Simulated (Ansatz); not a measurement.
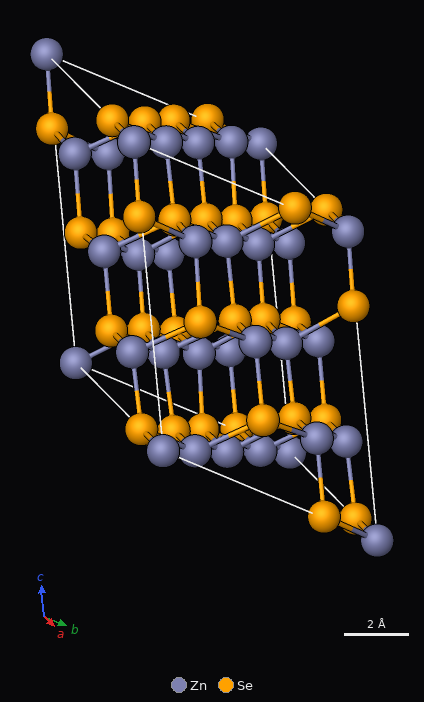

Figure 1. The structure as given in the input (ball-and-stick view of the cell of the calculation, seen slightly off an axis). An atom can appear more than once, as a periodic image. Near neighbours in the periodic cell (some may lie outside the picture): Zn has 4 Se at 2.30 to 2.56 Å; Se has 4 Zn at 2.30 to 2.56 Å.

ZnSe: geometry relaxation (part 1 of 3)

ZnSe (P1, 32 atoms in the cell), computed with DFT PBEsol, scalar-relativistic, plane waves, PAW, no spin polarisation (Ansatz 0.2.0).

The structure derives from a Materials Project entry. It belongs to a series of runs on one base structure; here: the perfect supercell shaken and relaxed.

What the program printed:
```
Engine: ansatz 0.2.0, x86_64-unknown-linux-gnu
Pseudopotentials: kind: paw
Pseudopotential: Zn, paw, valence charge 12, recommended cutoff 420 eV (normal), Zn.paw.azcp
Pseudopotential: Se, paw, valence charge 16, recommended cutoff 420 eV (normal), Se.paw.azcp
Functional definition: PBEsol
  exchange = pbesol_x
  correlation = pbesol_c
Crystal: 32 atoms, lattice volume = 715.050 Å³
Basis set: ecut = 420 eV, 14027 PW (Γ), exchange–correlation on 144×144×144 points (8 copies of the dense FFT grid, shifted against one another)
Bands: 269, of which v1, the nominal top of the filled ones, is band 224 counted from 1 (223 counted from 0)
Symmetry: 1 space group operations
Space group: P1 (ITA 1), of the structure as read, at distance tolerance 8.9e-5 Å
k-points: 4 of 8 (time reversal used)
Non-local potential: Zn, projectors of the file, l = 0: 2, l = 1: 2, l = 2: 3, l = 3: 1
Non-local potential: Se, projectors of the file, l = 0: 2, l = 1: 2, l = 2: 3, l = 3: 1
PAW form: soft (Blöchl's): semilocal exchange-correlation on the pseudo side does not see the compensation charge
PAW frozen core: Zn, regenerated for the run's functional, and the local potential with it (the file was generated under x = pbe(κ = 0.804, μ = 0.2195149727645171), c = pbe(β = 0.06672455060314922))
PAW frozen core: Se, regenerated for the run's functional, and the local potential with it (the file was generated under x = pbe(κ = 0.804, μ = 0.2195149727645171), c = pbe(β = 0.06672455060314922))
PAW one-centre angular grid: Zn, 590 points (default); XC on 64 Gauss nodes
PAW one-centre angular grid: Se, 590 points (default); XC on 64 Gauss nodes
Initial density: superposition of atomic densities (neutral atoms: chi_scale 0, normalization atom), corrected by the library's trained network
Initial wavefunctions: pseudopotential atomic-orbital guess
Functional: x = pbesol(κ = 0.804, μ = 0.12345679012345678), c = pbesol(β = 0.046)
SCF iter   1: F=—  HF=-139302.785479 eV  |F-HF|=—  |Δ(HF+E_count)|=         —  Δρ=4.01e-3  dr2=1.13e-1  ethr=1.77e-3  ⟨swp⟩=6.0  Hψ=4197  notcnv=0  defer=11
preconditioner: auto → Resta (q_TF=auto, 2.524 Å⁻¹)  ε∞=5.7  [insulator: Δε(μ)=3.013 eV  Ē_g=10.925 eV  σ=0.020 eV  W_gap=1.00  n_scr=200 (ndim 8)  ℏωp=23.6 eV  f_vac=0.112  D(μ)=0.00/eV (n_scr^D=0)  ε∞_Penn≈5.7]
SCF iter   2: F=—  HF=-139302.749886 eV  |F-HF|=—  |Δ(HF+E_count)|=   3.56e-2  Δρ=1.36e-3  dr2=2.40e-2  ethr=2.52e-5  ⟨swp⟩=2.0  Hψ=1831  notcnv=0  defer=149
SCF iter   3: F=—  HF=-139302.745788 eV  |F-HF|=—  |Δ(HF+E_count)|=   4.10e-3  Δρ=1.11e-3  dr2=8.17e-3  ethr=5.36e-6  ⟨swp⟩=2.0  Hψ=1527  notcnv=0  defer=149
SCF iter   4: F=—  HF=-139302.744341 eV  |F-HF|=—  |Δ(HF+E_count)|=   1.45e-3  Δρ=3.36e-4  dr2=1.04e-3  ethr=1.82e-6  ⟨swp⟩=2.0  Hψ=1439  notcnv=0  defer=149
SCF iter   5: F=—  HF=-139302.744767 eV  |F-HF|=—  |Δ(HF+E_count)|=   4.26e-4  Δρ=1.45e-4  dr2=1.61e-4  ethr=2.31e-7  ⟨swp⟩=2.0  Hψ=1503  notcnv=0  defer=149
SCF iter   6: F=—  HF=-139302.744952 eV  |F-HF|=—  |Δ(HF+E_count)|=   1.85e-4  Δρ=4.21e-5  dr2=8.62e-6  ethr=3.59e-8  ⟨swp⟩=2.0  Hψ=1503  notcnv=0  defer=149
SCF iter   7: F=-139302.744952 eV  HF=-139302.744958 eV  |F-HF|=6.24e-6  |Δ(HF+E_count)|=   6.03e-6  Δρ=3.30e-5  dr2=4.61e-6  ethr=1.93e-9  ⟨swp⟩=10.0  Hψ=5695  notcnv=0
SCF 1 converged in 7 iterations: F = -139302.744952 eV  dr2 = 4.61e-6
  greatest PAW one-centre occupation: 1.000 electrons in one spin orbital (limit 2), on the Se atom at site 22 (counted from 0), in its partial waves of l = 2
relax step   1: F+E_penalty+E_count = -139302.74495215 eV  Δ(F+E_penalty+E_count) = +0.000e0 eV  max|allowed force component| = 9.009e-1 eV/Å  Δτ_max = 0.0000 Å  (7 SCF iters, dr2 threshold 2.25e-5 eV, accepted)
Initial density: handed on by an earlier stage of this run
Initial wavefunctions: those handed on with the density
iter 1 solved again at ethr=3.24e-5 eV; its pass at ethr=3.10e-3 eV (dr2=1.45e-1 eV) is discarded
SCF iter   1: F=—  HF=-139303.272866 eV  |F-HF|=—  |Δ(HF+E_count)|=         —  Δρ=5.64e-3  dr2=1.45e-1  ethr=3.24e-5  ⟨swp⟩=1.8  Hψ=3083  notcnv=0  defer=149
preconditioner: auto → Resta (q_TF=auto, 2.524 Å⁻¹)  ε∞=5.6  [insulator: Δε(μ)=3.115 eV  Ē_g=10.966 eV  σ=0.020 eV  W_gap=1.00  n_scr=200 (ndim 8)  ℏωp=23.6 eV  f_vac=0.103  D(μ)=0.00/eV (n_scr^D=0)  ε∞_Penn≈5.6]
SCF iter   2: F=—  HF=-139303.229793 eV  |F-HF|=—  |Δ(HF+E_count)|=   4.31e-2  Δρ=2.72e-3  dr2=3.05e-2  ethr=3.24e-5  ⟨swp⟩=2.8  Hψ=1714  notcnv=0  defer=149
SCF iter   3: F=—  HF=-139303.222717 eV  |F-HF|=—  |Δ(HF+E_count)|=   7.08e-3  Δρ=8.88e-4  dr2=3.30e-3  ethr=6.81e-6  ⟨swp⟩=2.0  Hψ=1826  notcnv=0  defer=149
SCF iter   4: F=—  HF=-139303.221472 eV  |F-HF|=—  |Δ(HF+E_count)|=   1.24e-3  Δρ=3.27e-4  dr2=7.05e-4  ethr=7.38e-7  ⟨swp⟩=2.0  Hψ=1466  notcnv=0  defer=149
SCF iter   5: F=—  HF=-139303.221581 eV  |F-HF|=—  |Δ(HF+E_count)|=   1.08e-4  Δρ=8.26e-5  dr2=6.55e-5  ethr=1.57e-7  ⟨swp⟩=2.0  Hψ=1474  notcnv=0  defer=149
SCF iter   6: F=-139303.221586 eV  HF=-139303.221592 eV  |F-HF|=5.68e-6  |Δ(HF+E_count)|=   1.11e-5  Δρ=2.58e-5  dr2=9.14e-6  ethr=1.13e-8  ⟨swp⟩=10.8  Hψ=4908  notcnv=0
SCF 2 converged in 6 iterations: F = -139303.221586 eV  dr2 = 9.14e-6
  greatest PAW one-centre occupation: 1.000 electrons in one spin orbital (limit 2), on the Se atom at site 26 (counted from 0), in its partial waves of l = 2
relax step   2: F+E_penalty+E_count = -139303.22158624 eV  Δ(F+E_penalty+E_count) = -4.766e-1 eV  max|allowed force component| = 3.690e-1 eV/Å  Δτ_max = 0.1164 Å  (6 SCF iters, dr2 threshold 5.07e-5 eV, accepted)
SCF iter   1: F=—  HF=-139303.340310 eV  |F-HF|=—  |Δ(HF+E_count)|=         —  Δρ=4.55e-3  dr2=9.54e-2  ethr=1.43e-4  ⟨swp⟩=4.2  Hψ=2350  notcnv=0  defer=149
preconditioner: auto → Resta (q_TF=auto, 2.524 Å⁻¹)  ε∞=5.6  [insulator: Δε(μ)=3.142 eV  Ē_g=10.966 eV  σ=0.020 eV  W_gap=1.00  n_scr=200 (ndim 8)  ℏωp=23.6 eV  f_vac=0.103  D(μ)=0.00/eV (n_scr^D=0)  ε∞_Penn≈5.6]
SCF iter   2: F=—  HF=-139303.308908 eV  |F-HF|=—  |Δ(HF+E_count)|=   3.14e-2  Δρ=2.12e-3  dr2=1.86e-2  ethr=2.13e-5  ⟨swp⟩=2.0  Hψ=1623  notcnv=0  defer=149
SCF iter   3: F=—  HF=-139303.303324 eV  |F-HF|=—  |Δ(HF+E_count)|=   5.58e-3  Δρ=5.01e-4  dr2=1.06e-3  ethr=4.14e-6  ⟨swp⟩=2.0  Hψ=1470  notcnv=0  defer=149
SCF iter   4: F=—  HF=-139303.302983 eV  |F-HF|=—  |Δ(HF+E_count)|=   3.40e-4  Δρ=1.92e-4  dr2=2.33e-4  ethr=2.37e-7  ⟨swp⟩=2.0  Hψ=1439  notcnv=0  defer=149
SCF iter   5: F=—  HF=-139303.303048 eV  |F-HF|=—  |Δ(HF+E_count)|=   6.43e-5  Δρ=5.59e-5  dr2=2.99e-5  ethr=5.19e-8  ⟨swp⟩=2.0  Hψ=1439  notcnv=0  defer=149
SCF iter   6: F=-139303.303049 eV  HF=-139303.303052 eV  |F-HF|=3.04e-6  |Δ(HF+E_count)|=   4.13e-6  Δρ=1.87e-5  dr2=4.53e-6  ethr=1.90e-9  ⟨swp⟩=10.5  Hψ=5298  notcnv=0
SCF 3 converged in 6 iterations: F = -139303.303049 eV  dr2 = 4.53e-6
  greatest PAW one-centre occupation: 1.000 electrons in one spin orbital (limit 2), on the Se atom at site 28 (counted from 0), in its partial waves of l = 2
relax step   3: F+E_penalty+E_count = -139303.30304888 eV  Δ(F+E_penalty+E_count) = -8.146e-2 eV  max|allowed force component| = 1.152e-2 eV/Å  Δτ_max = 0.0770 Å  (6 SCF iters, dr2 threshold 8.51e-6 eV, accepted)
iter 1 solved again at ethr=1.01e-9 eV; its pass at ethr=3.10e-3 eV (dr2=4.53e-6 eV) is discarded
SCF iter   1: F=—  HF=-139303.303043 eV  |F-HF|=—  |Δ(HF+E_count)|=         —  Δρ=1.88e-5  dr2=4.53e-6  ethr=1.01e-9  ⟨swp⟩=1.0  Hψ=2512  notcnv=0
preconditioner: auto → Resta (q_TF=auto, 2.524 Å⁻¹)  ε∞=5.6  [insulator: Δε(μ)=3.146 eV  Ē_g=10.959 eV  σ=0.020 eV  W_gap=1.00  n_scr=200 (ndim 8)  ℏωp=23.6 eV  f_vac=0.104  D(μ)=0.00/eV (n_scr^D=0)  ε∞_Penn≈5.6]
SCF iter   2: F=—  HF=-139303.303051 eV  |F-HF|=—  |Δ(HF+E_count)|=   8.36e-6  Δρ=1.19e-5  dr2=1.93e-6  ethr=1.01e-9  ⟨swp⟩=2.0  Hψ=1823  notcnv=0
SCF iter   3: F=—  HF=-139303.303051 eV  |F-HF|=—  |Δ(HF+E_count)|=   2.57e-7  Δρ=7.93e-6  dr2=9.82e-7  ethr=4.31e-10  ⟨swp⟩=2.0  Hψ=1247  notcnv=0
SCF iter   4: F=—  HF=-139303.303052 eV  |F-HF|=—  |Δ(HF+E_count)|=   4.02e-7  Δρ=5.13e-6  dr2=1.86e-7  ethr=2.19e-10  ⟨swp⟩=2.0  Hψ=1506  notcnv=0
SCF iter   5: F=-139303.303052 eV  HF=-139303.303052 eV  |F-HF|=2.39e-9  |Δ(HF+E_count)|=   4.12e-8  Δρ=7.83e-7  dr2=5.06e-9  ethr=2.23e-11  ⟨swp⟩=6.0  Hψ=4464  notcnv=0
SCF 4 converged in 5 iterations: F = -139303.303052 eV  dr2 = 5.06e-9
  greatest PAW one-centre occupation: 1.000 electrons in one spin orbital (limit 2), on the Se atom at site 29 (counted from 0), in its partial waves of l = 2
relax step   4: F+E_penalty+E_count = -139303.30305184 eV  Δ(F+E_penalty+E_count) = -2.961e-6 eV  max|allowed force component| = 1.144e-2 eV/Å  Δτ_max = 0.0000 Å  (5 SCF iters, accepted)
```

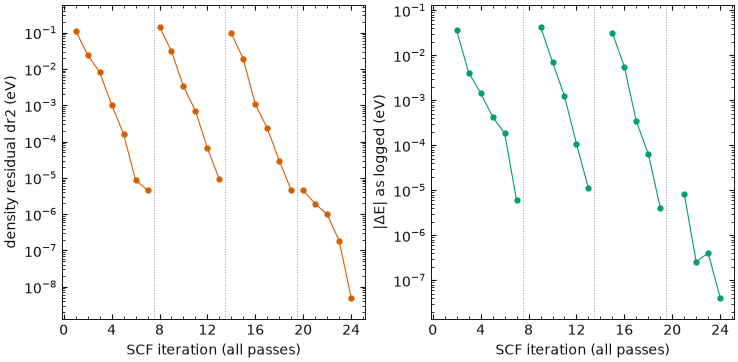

Figure 2. Convergence of the self-consistent field: density residual dr2 and size of the energy change against the SCF iteration. The dotted lines part the SCF passes of the relaxation: geometry steps, rejected trials and re-solves on a re-selected basis. The passes take 7, 6, 6 and 5 iterations.

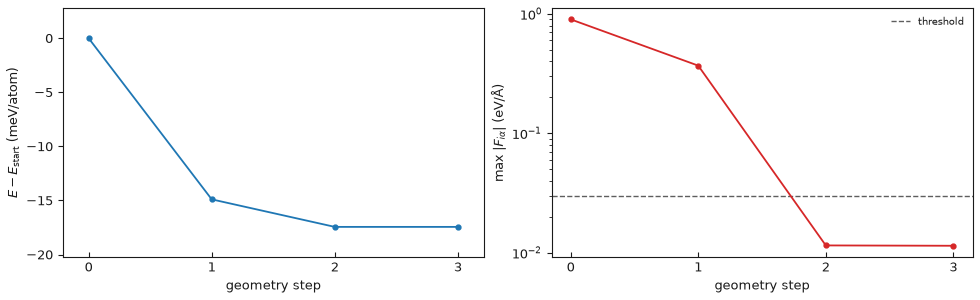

Figure 3. Progress of the relaxation, step by step (the first geometry is step 0 here and step 1 in the log).

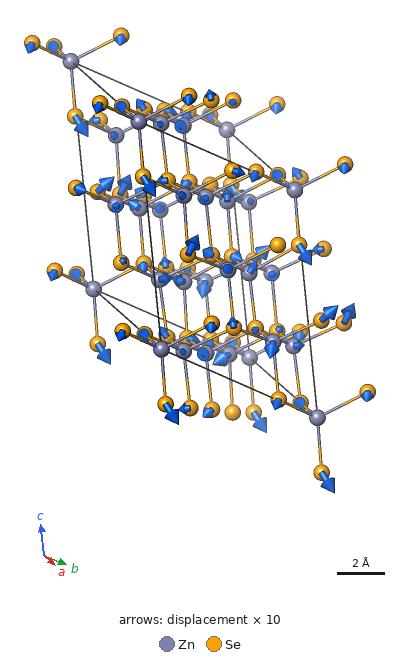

Figure 4. The starting structure with the displacements as blue arrows, magnified 10 times (ball-and-stick view of the cell of the calculation, with bonded neighbours outside it, seen slightly off an axis). The energy falls by 17.4 meV per atom in 3 geometry steps. Largest force component: 0.9 eV/Å at the start, 0.011 eV/Å at the end. The largest moves, 0.11 Å, are those of Se17 and Se21. By element the largest moves are Se 0.11 Å, Zn 0.10 Å. The lattice vectors keep their values. Distances before and after: Zn7–Se32 2.303 → 2.436 Å, Zn3–Se30 2.561 → 2.441 Å, Zn3–Se29 2.339 → 2.439 Å, Zn14–Se30 2.528 → 2.439 Å. Among the angles that change: Zn1–Se17–Zn13 114.1° → 109.4°, Se27–Zn2–Se30 114.0° → 109.5°, Zn5–Se32–Zn16 105.1° → 109.4°. The space group (tolerance 0.01 Å) goes from P1 (No. 1) to Cm (No. 8). (Atoms are counted from 1 in the order of the input.)

```
SCF converged after 5 iterations
Free energy (F): -139303.303052 eV
Harris-Foulkes:  -139303.303052 eV  (|F-HF|=2.39e-9)
Internal energy: -139303.303052 eV  (E = F + TS)
E sigma→0 (E₀):  -139303.303052 eV
Fermi energy:    8.027190 eV
--- Per-component energies (eV) ---
  E_band       = -6088.555699
  E_kinetic    = 4006.686405
  E_local      = -69874.447428  (includes V_loc(G=0)·N_el)
  E_nonlocal   = 361.311467
  E_hartree    = 32341.120296
  E_xc         = -3826.821803
  E_vxc        = -2413.465496  (∫ρ·V_xc dr)
  E_paw        = -58539.425114  (= ΣΔE_a)
  E_vpaw       = -2850.867675  (= ΣTr[D̂ρ^β])
  E_aug_tail   = -0.014859  (compensation charges beyond the density's cutoff)
  E_ewald      = -43800.604903
  E_core_change = 28.892886  (= ΣΔE_core)
  E_smearing   = -0.000000  (= −TS)
  E_closure    = -0.000000  (closes the sum)
  Σ components = -139303.303052   (vs F -139303.303052, Δ=0.00e0)
--- Forces (eV/Å), atoms counted from 1 ---
  atom   1  Zn     0.00188722     0.00359583    -0.01144295
  atom   2  Zn    -0.00270569     0.00005280    -0.00309794
  atom   3  Zn     0.00767833    -0.00024259    -0.00423804
  atom   4  Zn     0.00533895     0.00236933     0.00672588
  atom   5  Zn    -0.00528363    -0.00540936     0.00044866
  atom   6  Zn    -0.00183225     0.00012126    -0.00231704
  atom   7  Zn     0.00792929     0.00698649     0.01029485
  atom   8  Zn     0.00453364     0.00294425    -0.00186652
  atom   9  Zn    -0.00406241    -0.00092204    -0.00546413
  atom  10  Zn    -0.00148049    -0.00167704     0.00281562
  atom  11  Zn    -0.00108754    -0.00072155    -0.00064710
  atom  12  Zn     0.00072535    -0.00143599     0.00110100
  atom  13  Zn    -0.00514114     0.00362687     0.00055895
  atom  14  Zn    -0.00481018    -0.00373930    -0.00042654
  atom  15  Zn    -0.00115474    -0.00170843     0.00159265
  atom  16  Zn    -0.00110890    -0.00299582    -0.00031128
  atom  17  Se     0.00102786    -0.00110630    -0.00036340
  atom  18  Se    -0.00091377     0.00045231     0.00130275
  atom  19  Se     0.00204278    -0.00238560     0.00130192
  atom  20  Se    -0.00112614    -0.00127345     0.00064842
  atom  21  Se    -0.00106961     0.00080186    -0.00083841
  atom  22  Se     0.00023532    -0.00366242    -0.00090816
  atom  23  Se     0.00118438    -0.00119778    -0.00241028
  atom  24  Se    -0.00018300     0.00008183     0.00101900
  atom  25  Se     0.00052711    -0.00186523     0.00042783
  atom  26  Se    -0.00047166     0.00181011     0.00208802
  atom  27  Se    -0.00152247     0.00253693     0.00248922
  atom  28  Se     0.00001187     0.00098575    -0.00012478
  atom  29  Se     0.00119003    -0.00129766     0.00253425
  atom  30  Se    -0.00093789     0.00377979    -0.00066115
  atom  31  Se    -0.00035208     0.00110084     0.00202578
  atom  32  Se     0.00093122     0.00039408    -0.00225800
  max |Σ_I F_I| component: 9.03e-7 eV/Å
--- Band table (eV) ---
```
